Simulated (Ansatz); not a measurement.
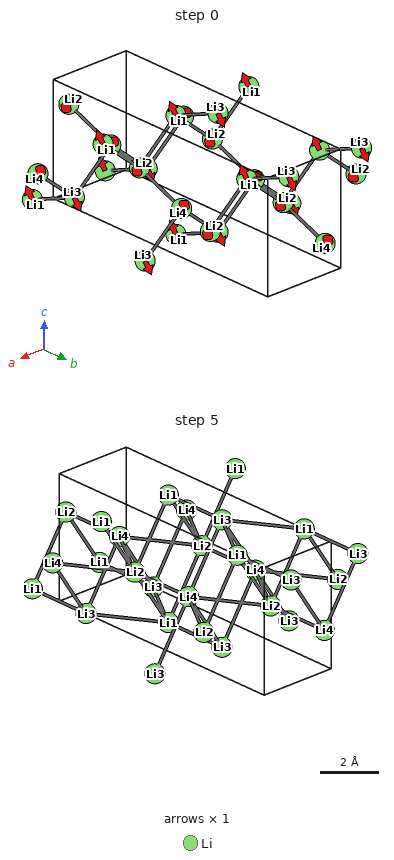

The structure of crystalline Li (built on the black phosphorus_64 type) (coarse preliminary run) before (top) and after (bottom) a relaxation, at one scale. The red arrows give the displacements (the part carried along by the change of the cell is left out), at their true length.

Style: ball-and-stick. Shown: the conventional cell (2 times the calculation's cell), from a free direction. Lengths and directions refer to the drawn axes.

Case: black phosphorus type (Cmce, No. 64).

Theory: DFT PBEsol, scalar-relativistic, plane waves, PAW in Ansatz 0.2.0.

Input file:
```yaml
crystal:
  lattice:
    - [1.7183423735, -5.4509350216, 0.0]
    - [1.7183423735, 5.4509350216, 0.0]
    - [0.0, 0.0, 4.5476372181]
  atoms:
    - { symbol: Li, position: [0.098, 0.902, 0.91] }
    - { symbol: Li, position: [0.598, 0.402, 0.59] }
    - { symbol: Li, position: [0.902, 0.098, 0.09] }
    - { symbol: Li, position: [0.402, 0.598, 0.41] }
basis:
  ecutwfc: 420
kpoints:
  mp_grid: { grid: [6, 6, 4] }
hamiltonian:
  xc: pbesol
scf:
  occupations: { method: gaussian, width: 0.1 }
  lower_state_search: "off"
output:
  forces: true
  stress: true
  eigenvalues: true
relax:
  adjacent_minimum: "off"
  f_tol: 0.04
  max_steps: 70
  cell: { stress_tol: 0.4 }
```

> Describe what moved and what it gained.

The energy falls by 443 meV per atom in 4 accepted moves (5 points after the start). Largest force component: 1.3 eV/Å at the start, 0.008 eV/Å at the end. Pressure: 2.28 GPa at the start and 0.18 GPa at the end. The SCF was repeated once at an unchanged geometry on a basis and grid sized afresh for the cell, which shifted the energy by less than 0.05 meV per atom at most. The largest moves relative to the cell, 0.56 Å, are those of Li1, Li2, Li3 and Li4. Li1 goes along [0 −1 3]. Cell: a 3.437 → 3.161 Å (−8.0 %), b 10.902 → 10.417 Å (−4.5 %), c 4.548 → 4.875 Å (+7.2 %). Volume −5.8 %. Among the contacts that change: Li1–Li3 3.822 → 2.941 Å, Li1–Li2 2.252 → 2.908 Å, Li1–Li2 (another image) 3.538 → 2.901 Å, Li1–Li3 (another image) 2.288 → 2.728 Å. New bonds form: Li1–Li2 (3.54 → 2.90 Å), Li1–Li3 (3.82 → 2.94 Å), Li2–Li4 (3.82 → 2.94 Å), Li3–Li4 (3.54 → 2.90 Å). Among the angles between lasting bonds that change: Li2–Li1–Li2 99.5° → 65.8°, Li2–Li1–Li3 103.4° → 89.9°. The space group (tolerance 0.01 Å) goes from Cmce (No. 64) to Fmmm (No. 69). The run took about 5 core-seconds on a shared host.
